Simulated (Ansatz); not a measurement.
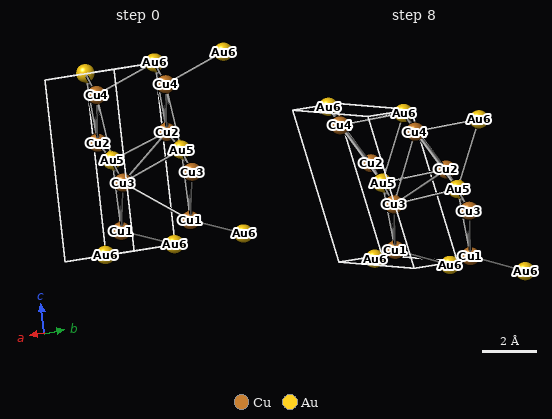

The structure of crystalline Cu2Au (built on the fluorite_225 type) (coarse preliminary run) before (left) and after (right) a relaxation, at one scale.

The picture is a ball-and-stick view of the cell of the calculation, reduced to other axes, repeated 1 × 2 × 1 with one cell outlined, seen from a free direction. Lengths and directions refer to the drawn axes.

Computed with DFT PBE, scalar-relativistic, plane waves, PAW in Ansatz 0.2.0. Set-up: plane-wave cutoff 420 eV; k-point mesh 6 × 6 × 6; occupations gaussian; smearing width 0.1 eV; no spin polarisation; cell and atoms relaxed; force threshold 0.015 eV/Å; at most 120 steps.

**Describe what moved and what it gained.**

The run was cut off at its time limit before the relaxation converged, so the last structure is only a point on the way. The atom that moves furthest relative to the cell is Cu2 (0.51 Å along [−1 2 0]). Largest moves by element: Cu 0.51 Å, Au 0.33 Å. The volume changes by −6.2 %, with a 4.100 → 4.263 Å (+4.0 %), b 4.176 → 4.402 Å (+5.4 %), c 7.182 → 6.214 Å (−13.5 %), α 73.9° → 89.1°, β 73.7° → 70.3°, γ 60.6° → 61.6°. Near-neighbour distances that change, for instance: Au5–Au6 4.079 → 2.749 Å, Cu1–Cu2 4.156 → 2.830 Å, Cu3–Cu4 4.095 → 2.858 Å, Cu1–Cu3 2.998 → 3.579 Å. New bonds form: Au5–Au6 (4.08 → 2.75 Å). The space group stays P1 (No. 1). After 8 geometry steps the energy has fallen by 108 meV per atom. The largest force component goes from 0.92 to 0.3 eV/Å. Pressure: 3.12 GPa at the start and 0.08 GPa at the end.
